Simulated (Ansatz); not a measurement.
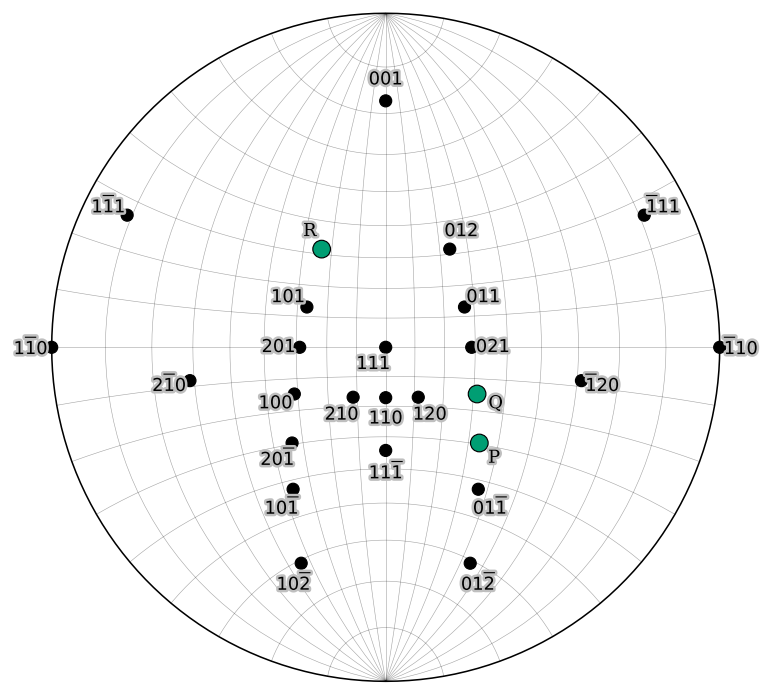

For HfS2, the input geometry of an electronic-structure calculation (not necessarily at equilibrium); the starting structure was generated, so it need not be a known form of this composition: stereographic projection of plane normals (upper hemisphere) centred on (1 1 1). Symmetry computed with spglib at a tolerance of 0.002 Å; standard conventional cell.

a = 3.630 Å, b = 3.630 Å, c = 5.878 Å, α = 90.00°, β = 90.00°, γ = 120.00°.

Index the poles marked P, Q, R.

Answer. P is (0 2 −1), in four indices (0 2 −2 −1), 43.7° from the centre; Q is (0 1 0), in four indices (0 1 −1 0), 34.2° from the centre; R is (1 0 2), in four indices (1 0 −1 2), 38.7° from the centre.

What is the angle between the normals of (0 1 2) and (0 2 −1), and what are their d_hkl = 1/|g|?

Answer. 61.9°; d = 2.147 Å and 1.519 Å.
